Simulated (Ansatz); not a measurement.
# Si: 6 runs along one coordinate

System: Si (Im-3m, 1 atom in the cell).
Method: DFT, revPBE, plane waves (420 eV) with PAW, scalar-relativistic, no spin polarisation (Ansatz 0.2.0).

The 6 runs differ only in the geometry, by an even scaling of the cell at fixed fractional positions.

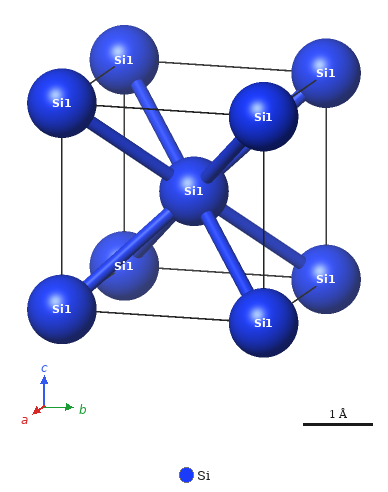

Figure 1. The structure of run 4 (ball-and-stick view of the cell 2 times as large as that of the calculation, set on its symmetry axes, seen slightly off an axis; atoms are numbered from 1 in the order of the input).

### Input of run 4
```yaml
crystal:
  lattice:
    - [-1.5449467199, 1.5449467199, 1.5449467199]
    - [1.5449467199, -1.5449467199, 1.5449467199]
    - [1.5449467199, 1.5449467199, -1.5449467199]
  atoms:
    - { symbol: Si, position: [0.0, 0.0, 0.0] }
hamiltonian:
  xc: revpbe
  pseudopotentials:
    kind: paw
    azcp:
      Si: "pseudopotentials/Si.paw.azcp"
basis:
  ecutwfc: 420
  fft_grid_basis: typed
kpoints:
  mp_grid: { grid: [16, 16, 16], shift: [0, 0, 0] }
magnetization:
  spin_polarized: false
scf:
  occupations: { method: fermi_dirac, width: 0.1 }
  lower_state_search: "off"
output:
  stress: true
```

Lattice vectors (Å) and fractional positions of run 4:
```
  -1.544947    1.544947    1.544947
   1.544947   -1.544947    1.544947
   1.544947    1.544947   -1.544947
Si  0.000000  0.000000  0.000000
```

Run 3 differs from it as follows:
```diff
-    - [-1.5449467199, 1.5449467199, 1.5449467199]
-    - [1.5449467199, -1.5449467199, 1.5449467199]
-    - [1.5449467199, 1.5449467199, -1.5449467199]
+    - [-1.5240665019, 1.5240665019, 1.5240665019]
+    - [1.5240665019, -1.5240665019, 1.5240665019]
+    - [1.5240665019, 1.5240665019, -1.5240665019]
```

### Results, with one run withheld

| run | volume per atom (Å³) | free energy per atom, from the lowest run given (meV) | pressure (GPa) |
| --- | --- | --- | --- |
| 1 | 12.980 | 79.43 | 15.84 |
| 2 | 13.570 | 33.24 | 9.47 |
| 3 | 14.160 | ? | ? |
| 4 | 14.750 | 0.00 | 0.20 |
| 5 | 15.930 | 22.50 | −5.87 |
| 6 | 16.520 | 48.23 | −8.02 |

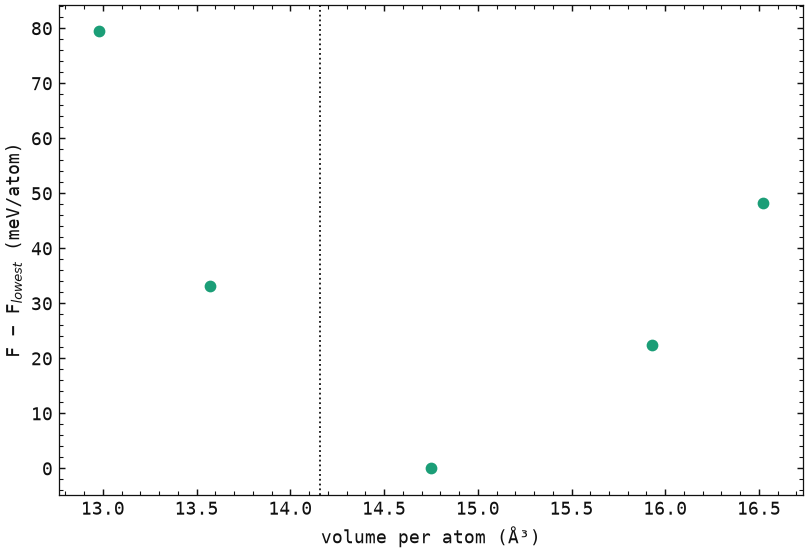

Figure 2. Free energy per atom of the runs given; the dotted line marks run 3.

Estimate the energy of run 3 from the others.

A cubic polynomial in V^(−2/3) (the Birch–Murnaghan form), fitted to the 5 runs given, misses them by at most 0.03 meV per atom. With x = V^(−2/3) − 0.16704 Å⁻², it reads F = 0.36573 + 701.47 x + 3.4773e+05 x² + 3.3163e+05 x³ (meV per atom). At run 3 it gives 8.12 meV per atom, and the run itself gives 8.12. The slope of the fit gives a pressure −dF/dV of 4.34 GPa there, and the run prints 4.35 GPa. The fit has its minimum at 14.782 Å³ per atom, where V d²F/dV² gives 92.1 GPa: the bulk modulus at this level, since symmetry fixes the shape and the positions.

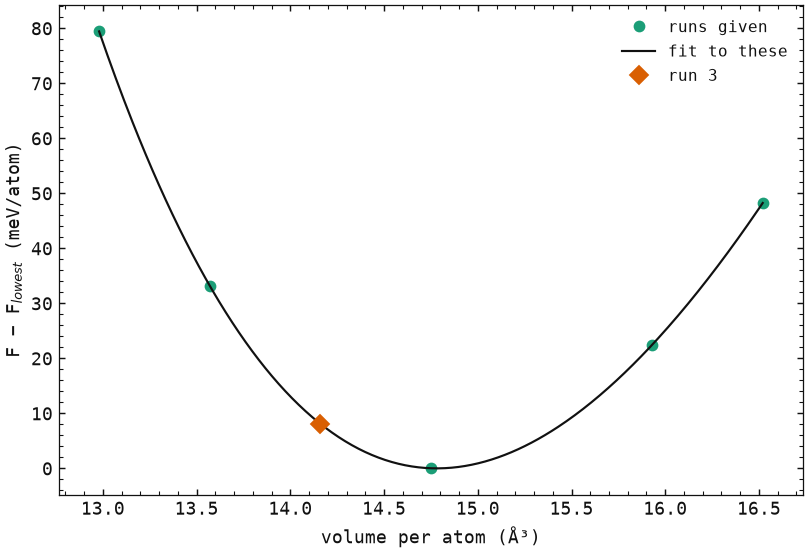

Figure 3. The fit and the withheld run.

### Output, shortened to warnings, some set-up lines, iterations and results (run 3)
```
Basis set: ecut = 420 eV, 249 PW (Γ)
Symmetry: 48 space group operations
k-points: 145 of 4096
Initial density: superposition of atomic densities (neutral atoms: chi_scale 0, normalization atom), corrected by the library's trained network
[...]
SCF iter   1: F=—  HF=-637.488579 eV  |F-HF|=—  |Δ(HF+E_count)|=         —  Δρ=2.75e-3  dr2=8.71e-4  ethr=1.77e-3  ⟨swp⟩=5.0  Hψ=8222  notcnv=0
SCF iter   2: F=—  HF=-637.488443 eV  |F-HF|=—  |Δ(HF+E_count)|=   1.37e-4  Δρ=1.29e-3  dr2=1.79e-4  ethr=2.18e-5  ⟨swp⟩=1.2  Hψ=2058  notcnv=0
SCF iter   3: F=—  HF=-637.488428 eV  |F-HF|=—  |Δ(HF+E_count)|=   1.49e-5  Δρ=6.49e-5  dr2=3.45e-7  ethr=4.47e-6  ⟨swp⟩=2.0  Hψ=1138  notcnv=0
SCF iter   4: F=—  HF=-637.488429 eV  |F-HF|=—  |Δ(HF+E_count)|=   1.03e-6  Δρ=1.70e-5  dr2=3.02e-8  ethr=8.62e-9  ⟨swp⟩=2.3  Hψ=1172  notcnv=0
SCF iter   5: F=-637.488429 eV  HF=-637.488429 eV  |F-HF|=2.37e-10  |Δ(HF+E_count)|=   4.96e-9  Δρ=2.89e-6  dr2=9.01e-10  ethr=7.55e-10  ⟨swp⟩=1.3  Hψ=906  notcnv=0
SCF iter   6: F=-637.488429 eV  HF=-637.488429 eV  |F-HF|=1.71e-12  |Δ(HF+E_count)|=  1.96e-10  Δρ=2.74e-7  dr2=8.11e-12  ethr=2.25e-11  ⟨swp⟩=1.3  Hψ=2379  notcnv=0
SCF 1 converged in 6 iterations: F = -637.488429 eV  dr2 = 8.11e-12
SCF converged after 6 iterations
Free energy (F): -637.488429 eV
Harris-Foulkes:  -637.488429 eV  (|F-HF|=1.71e-12)
Internal energy: -637.471017 eV  (E = F + TS)
E sigma→0 (E₀):  -637.479723 eV
Entropy (-TS):   -0.017412 eV (-17.412 meV/atom)
Fermi energy:    10.958626 eV
--- Per-component energies (eV) ---
  E_band       = 21.257563
  E_kinetic    = 41.404612
  E_local      = 3.859094  (includes V_loc(G=0)·N_el)
  E_nonlocal   = 25.000568
  E_hartree    = 0.339070
  E_xc         = -56.241290
  E_vxc        = -47.994783  (∫ρ·V_xc dr)
  E_paw        = -514.277669  (= ΣΔE_a)
  E_vpaw       = -1.690077  (= ΣTr[D̂ρ^β])
  E_aug_tail   = 0.000008  (compensation charges beyond the density's cutoff)
  E_ewald      = -137.536443
  E_core_change = -0.018965  (= ΣΔE_core)
  E_smearing   = -0.017412  (= −TS)
  E_closure    = 0.000000  (closes the sum)
  Σ components = -637.488429   (vs F -637.488429, Δ=0.00e0)
--- Stress (GPa, compression-positive) ---
        4.352027       0.000000       0.000000
        0.000000       4.352027      -0.000000
       -0.000000      -0.000000       4.352027
  P = ⅓ Tr σ = 4.3520 GPa (43.520 kbar)
```
